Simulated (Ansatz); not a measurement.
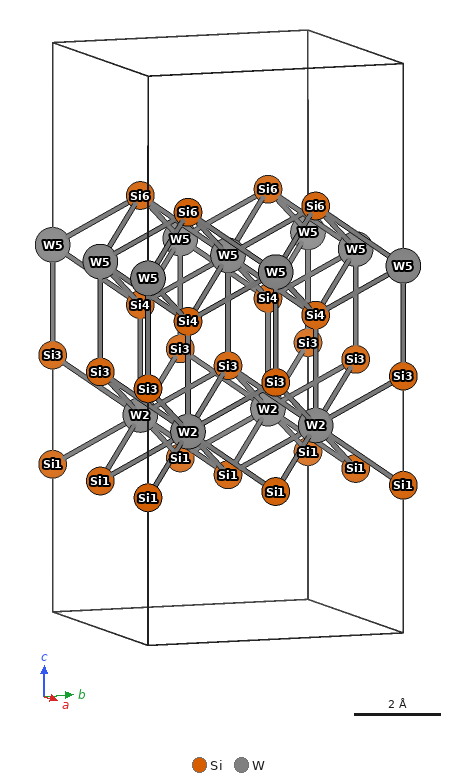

Fig. 1: The starting structure (ball-and-stick view of the 2 × 2 repeat of the cell, with the vacuum cut short, seen slightly off an axis; atoms are numbered from 1 in the order of the input). An atom can appear more than once, as a periodic image.

**Geometry relaxation of WSi₂ (part 1 of 2)**

WSi₂ (slab, 6 atoms in the cell), computed with DFT PBEsol, scalar-relativistic, plane waves, PAW, no spin polarisation (Ansatz 0.2.0).

The structure derives from an entry of the Crystallography Open Database. The input holds or restrains some coordinates. Forces given for the steps count only the free coordinates. It belongs to a series of runs on one base structure; here: clean slab, lower half held. Figures and captions count atoms from 1; the log counts them from 0 in places.

Input file
```yaml
crystal:
  lattice:
    - [3.2024995638, 0.0, 0.0]
    - [0.0, 3.2024995638, 0.0]
    - [0.0, 0.0, 23.4948902232]
  atoms:
    - { symbol: Si, position: [0.0, 0.0, 0.3617807923] }
    - { symbol: W, position: [0.5, 0.5, 0.4168358263] }
    - { symbol: Si, position: [0.0, 0.0, 0.4718908604] }
    - { symbol: Si, position: [0.5, 0.5, 0.5281091396] }
    - { symbol: W, position: [0.0, 0.0, 0.5831641737] }
    - { symbol: Si, position: [0.5, 0.5, 0.6382192077] }
basis:
  ecutwfc: 420
kpoints:
  mp_grid: { grid: [9, 9, 1] }
hamiltonian:
  xc: pbesol
scf:
  occupations: { method: gaussian, width: 0.1 }
output:
  forces: true
  eigenvalues: true
  write_density: true
  write_potential: true
  elf: true
  volumetric_format: npy
relax:
  adjacent_minimum: "off"
  f_tol: 0.03
  max_steps: 70
  constraints: [{ sites: [0, 1, 2] }]
efield:
  axis: 3
  dipole_correction: true
  ramp_width: 0.04
```

Hardware: 2 threads of Arm Neoverse V2, 24 GiB of memory available, shared host.

Launch command:
```bash
ansatz run input.yaml --threads 2 --pin off --max-ram 5120MiB --backend cpu --events-out ev --progress --plain --runs-dir out
```

Output
```
Engine: ansatz 0.2.0, aarch64-unknown-linux-gnu
Pseudopotentials: kind: paw
Pseudopotential: Si, paw, valence charge 4, recommended cutoff 420 eV (normal), Si.paw.azcp
Pseudopotential: W, paw, valence charge 14, recommended cutoff 420 eV (normal), W.paw.azcp
Functional definition: PBEsol
  exchange = pbesol_x
  correlation = pbesol_c
Crystal: 6 atoms, lattice volume = 240.964 Å³
Basis set: ecut = 420 eV, 4711 PW (Γ), exchange–correlation on 48×48×320 points (8 copies of the dense FFT grid, shifted against one another)
Bands: 28, of which v1, the nominal top of the filled ones, is band 22 counted from 1 (21 counted from 0)
Symmetry: 8 space group operations
k-points: 15 of 81
Non-local potential: Si, projectors of the file, l = 0: 2, l = 1: 2, l = 2: 2
Non-local potential: W, projectors of the file, l = 0: 3, l = 1: 2, l = 2: 2, l = 3: 1
PAW form: soft (Blöchl's): semilocal exchange-correlation on the pseudo side does not see the compensation charge
PAW frozen core: Si, regenerated for the run's functional, and the local potential with it (the file was generated under x = pbe(κ = 0.804, μ = 0.2195149727645171), c = pbe(β = 0.06672455060314922))
PAW frozen core: W, regenerated for the run's functional, and the local potential with it (the file was generated under x = pbe(κ = 0.804, μ = 0.2195149727645171), c = pbe(β = 0.06672455060314922))
PAW one-centre angular grid: Si, 110 points (default); XC on 64 Gauss nodes
PAW one-centre angular grid: W, 590 points (default); XC on 64 Gauss nodes
Initial density: superposition of atomic densities (neutral atoms: chi_scale 0, normalization atom), corrected by the library's trained network
Initial wavefunctions: pseudopotential atomic-orbital guess
Functional: x = pbesol(κ = 0.804, μ = 0.12345679012345678), c = pbesol(β = 0.046)
SCF iter   1: F=—  HF=-22998.269250 eV  |F-HF|=—  |Δ(HF+E_count)|=         —  Δρ=5.03e-3  dr2=5.70e-1  ethr=1.77e-3  p=-0.000 e·Å  D=-1.98e-14 V/Å  ΔV_dip=0.00 eV  dr2_dipole=2.77e-10  V_vac-E_F(+/−)=5.19/5.19 eV  ⟨swp⟩=10.6  Hψ=2741  notcnv=0
efield: sawtooth ramp at fractional position 0.9800 (placed from the atoms, in the widest stretch of the axis that holds none; the zero of the levels goes with the place), width 0.0400; the density the first Hamiltonian is built on has a dipole p = -0.000 e·Å; the dipole correction subtracts the counter field D = -1.98e-14 V/Å, which shifts the + side's vacuum level by +0.00 eV against the − side's; the planar-averaged density in the ramp window peaks in size at 2.4e-5 e/Å³
preconditioner: auto → LDOS  [metal: Δε(μ)=0.040 eV  Ē_g=6.623 eV  σ=0.100 eV  W_gap=0.22  n_scr=34 (ndim 8)  ℏωp=12.7 eV  f_vac=0.563  D(μ)=5.36/eV (n_scr^D=26)  β→1.0]
SCF iter   2: F=—  HF=-22998.235721 eV  |F-HF|=—  |Δ(HF+E_count)|=   3.35e-2  Δρ=1.62e-3  dr2=1.77e-2  ethr=1.30e-3  p=0.000 e·Å  D=1.41e-6 V/Å  ΔV_dip=-0.00 eV  dr2_dipole=8.49e-9  V_vac-E_F(+/−)=4.75/4.75 eV  ⟨swp⟩=1.9  Hψ=589  notcnv=0  defer=9
SCF iter   3: F=—  HF=-22998.236484 eV  |F-HF|=—  |Δ(HF+E_count)|=   7.63e-4  Δρ=8.50e-4  dr2=5.77e-3  ethr=4.02e-5  p=-0.000 e·Å  D=-5.06e-6 V/Å  ΔV_dip=0.00 eV  dr2_dipole=6.19e-9  V_vac-E_F(+/−)=4.66/4.66 eV  ⟨swp⟩=2.4  Hψ=670  notcnv=0  defer=10
SCF iter   4: F=—  HF=-22998.235581 eV  |F-HF|=—  |Δ(HF+E_count)|=   9.03e-4  Δρ=2.10e-4  dr2=4.37e-4  ethr=1.31e-5  p=-0.000 e·Å  D=-2.46e-6 V/Å  ΔV_dip=0.00 eV  dr2_dipole=1.46e-9  V_vac-E_F(+/−)=4.65/4.65 eV  ⟨swp⟩=2.7  Hψ=727  notcnv=0  defer=10
SCF iter   5: F=—  HF=-22998.235510 eV  |F-HF|=—  |Δ(HF+E_count)|=   7.10e-5  Δρ=8.42e-5  dr2=3.08e-5  ethr=9.94e-7  p=-0.000 e·Å  D=-7.90e-7 V/Å  ΔV_dip=0.00 eV  dr2_dipole=8.36e-11  V_vac-E_F(+/−)=4.64/4.64 eV  ⟨swp⟩=2.5  Hψ=698  notcnv=0  defer=9
SCF iter   6: F=-22998.235511 eV  HF=-22998.235511 eV  |F-HF|=5.01e-8  |Δ(HF+E_count)|=   6.14e-7  Δρ=2.80e-5  dr2=4.25e-6  ethr=5.11e-8  p=-0.000 e·Å  D=-4.44e-7 V/Å  ΔV_dip=0.00 eV  dr2_dipole=4.87e-13  V_vac-E_F(+/−)=4.63/4.63 eV  ⟨swp⟩=23.3  Hψ=4996  notcnv=0
SCF 1 converged in 6 iterations: F = -22998.235511 eV  dr2 = 4.25e-6
  Residual-converged pass: ⟨swp⟩=1.1  Hψ=481  notcnv=0  max |occ|·‖R‖ = 7.1e-9 eV (tolerance 1.0e-8 eV)  dr2=4.25e-6  dr2_onsite=2.04e-8  max |Δocc| = 2.7e-10
  greatest PAW one-centre occupation: 1.000 electrons in one spin orbital (limit 2), on the W atom at site 1 (counted from 0), in its partial waves of l = 0
relax step   1: F+E_penalty+E_count = -22998.23551086 eV  Δ(F+E_penalty+E_count) = +0.000e0 eV  max|allowed force component| = 3.573e-1 eV/Å  Δτ_max = 0.0000 Å  (6 SCF iters, dr2 threshold 2.25e-5 eV, accepted)
Initial density: handed on by an earlier stage of this run
Initial wavefunctions: those handed on with the density
iter 1 solved again at ethr=6.02e-4 eV; its pass at ethr=3.10e-3 eV (dr2=2.65e-1 eV) is discarded
SCF iter   1: F=—  HF=-22998.281491 eV  |F-HF|=—  |Δ(HF+E_count)|=         —  Δρ=3.98e-3  dr2=2.62e-1  ethr=6.02e-4  p=-0.000 e·Å  D=-7.73e-7 V/Å  ΔV_dip=0.00 eV  dr2_dipole=2.86e-2  V_vac-E_F(+/−)=4.66/4.66 eV  ⟨swp⟩=2.0  Hψ=1711  notcnv=0  defer=15
efield: sawtooth ramp at fractional position 0.9800 (handed on by an earlier solve), width 0.0400; the density the first Hamiltonian is built on has a dipole p = -0.000 e·Å; the dipole correction subtracts the counter field D = -7.73e-7 V/Å, which shifts the + side's vacuum level by +0.00 eV against the − side's; the planar-averaged density in the ramp window peaks in size at 2.4e-6 e/Å³
preconditioner: auto → LDOS  [metal: Δε(μ)=0.030 eV  Ē_g=6.691 eV  σ=0.100 eV  W_gap=0.17  n_scr=34 (ndim 8)  ℏωp=12.7 eV  f_vac=0.567  D(μ)=4.67/eV (n_scr^D=12)  β→1.0]
SCF iter   2: F=—  HF=-22998.262560 eV  |F-HF|=—  |Δ(HF+E_count)|=   1.89e-2  Δρ=1.56e-3  dr2=1.72e-2  ethr=5.95e-4  p=0.001 e·Å  D=1.04e-3 V/Å  ΔV_dip=-0.02 eV  dr2_dipole=2.77e-4  V_vac-E_F(+/−)=4.61/4.63 eV  ⟨swp⟩=2.1  Hψ=604  notcnv=0  defer=15
SCF iter   3: F=—  HF=-22998.260084 eV  |F-HF|=—  |Δ(HF+E_count)|=   2.48e-3  Δρ=7.33e-4  dr2=6.09e-3  ethr=3.91e-5  p=0.001 e·Å  D=1.10e-3 V/Å  ΔV_dip=-0.03 eV  dr2_dipole=1.08e-4  V_vac-E_F(+/−)=4.59/4.62 eV  ⟨swp⟩=3.5  Hψ=920  notcnv=0  defer=15
SCF iter   4: F=—  HF=-22998.259125 eV  |F-HF|=—  |Δ(HF+E_count)|=   9.59e-4  Δρ=2.38e-4  dr2=7.96e-4  ethr=1.38e-5  p=0.001 e·Å  D=9.05e-4 V/Å  ΔV_dip=-0.02 eV  dr2_dipole=5.64e-7  V_vac-E_F(+/−)=4.60/4.62 eV  ⟨swp⟩=2.3  Hψ=596  notcnv=0  defer=15
SCF iter   5: F=—  HF=-22998.259054 eV  |F-HF|=—  |Δ(HF+E_count)|=   7.05e-5  Δρ=4.52e-5  dr2=2.27e-5  ethr=1.81e-6  p=0.001 e·Å  D=7.96e-4 V/Å  ΔV_dip=-0.02 eV  dr2_dipole=7.91e-8  V_vac-E_F(+/−)=4.60/4.62 eV  ⟨swp⟩=2.3  Hψ=604  notcnv=0  defer=15
SCF iter   6: F=-22998.259053 eV  HF=-22998.259055 eV  |F-HF|=1.28e-6  |Δ(HF+E_count)|=   3.08e-7  Δρ=1.31e-5  dr2=1.88e-6  ethr=1.81e-8  p=0.001 e·Å  D=6.85e-4 V/Å  ΔV_dip=-0.02 eV  dr2_dipole=1.09e-8  V_vac-E_F(+/−)=4.60/4.62 eV  ⟨swp⟩=24.3  Hψ=4968  notcnv=0
SCF 2 converged in 6 iterations: F = -22998.259053 eV  dr2 = 1.88e-6
relax step   2: F+E_penalty+E_count = -22998.25905347 eV  Δ(F+E_penalty+E_count) = -2.354e-2 eV  max|allowed force component| = 2.525e-1 eV/Å  Δτ_max = 0.0886 Å  (6 SCF iters, dr2 threshold 7.98e-6 eV, accepted)
SCF iter   1: F=—  HF=-22998.261825 eV  |F-HF|=—  |Δ(HF+E_count)|=         —  Δρ=5.81e-4  dr2=2.86e-3  ethr=5.34e-5  p=0.001 e·Å  D=6.85e-4 V/Å  ΔV_dip=-0.02 eV  dr2_dipole=2.88e-4  V_vac-E_F(+/−)=4.60/4.61 eV  ⟨swp⟩=2.0  Hψ=865  notcnv=0  defer=10
efield: sawtooth ramp at fractional position 0.9800 (handed on by an earlier solve), width 0.0400; the density the first Hamiltonian is built on has a dipole p = 0.001 e·Å; the dipole correction subtracts the counter field D = 6.85e-4 V/Å, which shifts the + side's vacuum level by -0.02 eV against the − side's; the planar-averaged density in the ramp window peaks in size at 2.4e-6 e/Å³
preconditioner: auto → LDOS  [metal: Δε(μ)=0.027 eV  Ē_g=6.670 eV  σ=0.100 eV  W_gap=0.15  n_scr=34 (ndim 8)  ℏωp=12.7 eV  f_vac=0.567  D(μ)=4.47/eV (n_scr^D=12)  β→1.0]
SCF iter   2: F=—  HF=-22998.261510 eV  |F-HF|=—  |Δ(HF+E_count)|=   3.16e-4  Δρ=3.65e-4  dr2=1.03e-3  ethr=6.49e-6  p=0.002 e·Å  D=1.59e-3 V/Å  ΔV_dip=-0.04 eV  dr2_dipole=6.79e-5  V_vac-E_F(+/−)=4.58/4.62 eV  ⟨swp⟩=3.5  Hψ=944  notcnv=0  defer=10
SCF iter   3: F=—  HF=-22998.261355 eV  |F-HF|=—  |Δ(HF+E_count)|=   1.55e-4  Δρ=7.64e-5  dr2=3.64e-5  ethr=2.34e-6  p=0.002 e·Å  D=1.39e-3 V/Å  ΔV_dip=-0.03 eV  dr2_dipole=8.27e-8  V_vac-E_F(+/−)=4.58/4.62 eV  ⟨swp⟩=2.1  Hψ=612  notcnv=0  defer=10
SCF iter   4: F=-22998.261348 eV  HF=-22998.261348 eV  |F-HF|=2.70e-7  |Δ(HF+E_count)|=   7.00e-6  Δρ=1.40e-5  dr2=9.33e-7  ethr=9.06e-9  p=0.002 e·Å  D=1.47e-3 V/Å  ΔV_dip=-0.03 eV  dr2_dipole=3.08e-7  V_vac-E_F(+/−)=4.58/4.62 eV  ⟨swp⟩=19.2  Hψ=5059  notcnv=0
SCF 3 converged in 4 iterations: F = -22998.261348 eV  dr2 = 9.33e-7
relax step   3: F+E_penalty+E_count = -22998.26134811 eV  Δ(F+E_penalty+E_count) = -2.295e-3 eV  max|allowed force component| = 7.237e-2 eV/Å  Δτ_max = 0.0106 Å  (4 SCF iters, dr2 threshold 3.98e-6 eV, accepted)
SCF iter   1: F=—  HF=-22998.261805 eV  |F-HF|=—  |Δ(HF+E_count)|=         —  Δρ=3.35e-4  dr2=1.44e-3  ethr=4.51e-5  p=0.002 e·Å  D=1.47e-3 V/Å  ΔV_dip=-0.03 eV  dr2_dipole=5.34e-4  V_vac-E_F(+/−)=4.58/4.62 eV  ⟨swp⟩=2.1  Hψ=798  notcnv=0  defer=2
efield: sawtooth ramp at fractional position 0.9800 (handed on by an earlier solve), width 0.0400; the density the first Hamiltonian is built on has a dipole p = 0.002 e·Å; the dipole correction subtracts the counter field D = 1.47e-3 V/Å, which shifts the + side's vacuum level by -0.03 eV against the − side's; the planar-averaged density in the ramp window peaks in size at 2.7e-6 e/Å³
preconditioner: auto → LDOS  [metal: Δε(μ)=0.050 eV  Ē_g=6.675 eV  σ=0.100 eV  W_gap=0.27  n_scr=34 (ndim 8)  ℏωp=12.7 eV  f_vac=0.568  D(μ)=4.51/eV (n_scr^D=12)  β→1.0]
SCF iter   2: F=—  HF=-22998.261723 eV  |F-HF|=—  |Δ(HF+E_count)|=   8.21e-5  Δρ=1.86e-4  dr2=3.32e-4  ethr=3.27e-6  p=0.003 e·Å  D=2.31e-3 V/Å  ΔV_dip=-0.05 eV  dr2_dipole=4.86e-5  V_vac-E_F(+/−)=4.56/4.62 eV  ⟨swp⟩=2.0  Hψ=712  notcnv=0  defer=2
SCF iter   3: F=—  HF=-22998.261693 eV  |F-HF|=—  |Δ(HF+E_count)|=   2.99e-5  Δρ=9.69e-5  dr2=7.83e-5  ethr=7.56e-7  p=0.003 e·Å  D=2.19e-3 V/Å  ΔV_dip=-0.05 eV  dr2_dipole=6.61e-6  V_vac-E_F(+/−)=4.57/4.62 eV  ⟨swp⟩=2.6  Hψ=748  notcnv=0  defer=2
SCF iter   4: F=—  HF=-22998.261704 eV  |F-HF|=—  |Δ(HF+E_count)|=   1.01e-5  Δρ=1.31e-5  dr2=1.22e-6  ethr=1.78e-7  p=0.003 e·Å  D=2.26e-3 V/Å  ΔV_dip=-0.05 eV  dr2_dipole=5.18e-8  V_vac-E_F(+/−)=4.56/4.62 eV  ⟨swp⟩=2.2  Hψ=680  notcnv=0  defer=2
SCF iter   5: F=—  HF=-22998.261704 eV  |F-HF|=—  |Δ(HF+E_count)|=   3.24e-7  Δρ=4.18e-6  dr2=1.53e-7  ethr=2.76e-9  p=0.003 e·Å  D=2.27e-3 V/Å  ΔV_dip=-0.05 eV  dr2_dipole=4.09e-9  V_vac-E_F(+/−)=4.56/4.62 eV  ⟨swp⟩=2.8  Hψ=761  notcnv=0  defer=2
SCF iter   6: F=-22998.261704 eV  HF=-22998.261704 eV  |F-HF|=1.44e-9  |Δ(HF+E_count)|=   7.58e-8  Δρ=1.28e-6  dr2=2.11e-8  ethr=2.27e-10  p=0.003 e·Å  D=2.28e-3 V/Å  ΔV_dip=-0.05 eV  dr2_dipole=1.82e-9  V_vac-E_F(+/−)=4.56/4.62 eV  ⟨swp⟩=18.4  Hψ=3970  notcnv=0
SCF 4 converged in 6 iterations: F = -22998.261704 eV  dr2 = 2.11e-8
relax step   4: F+E_penalty+E_count = -22998.26170400 eV  Δ(F+E_penalty+E_count) = -3.559e-4 eV  max|allowed force component| = 4.096e-3 eV/Å  Δτ_max = 0.0089 Å  (6 SCF iters, accepted)
```

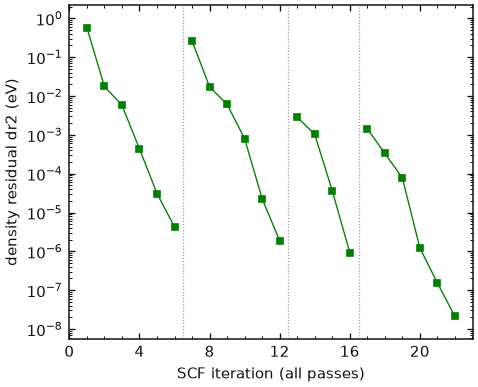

Fig. 2: Convergence of the self-consistent field: density residual dr2 against the SCF iteration. The dotted lines part the SCF passes of the relaxation: geometry steps, rejected trials and re-solves on a re-selected basis. The passes take 6, 6, 4 and 6 iterations.

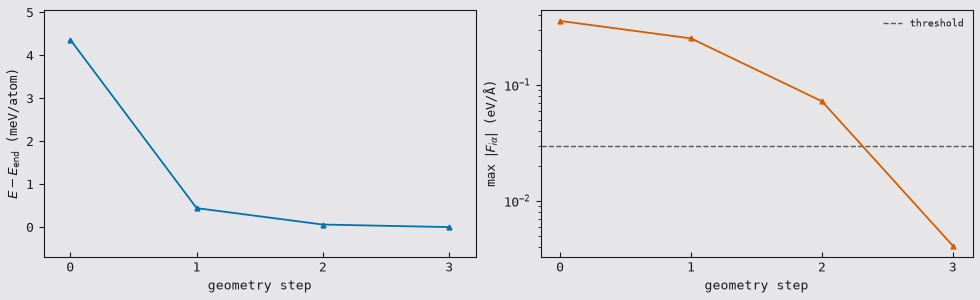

Fig. 3: Progress of the restrained relaxation, step by step (the first geometry is step 0 here and step 1 in the log).
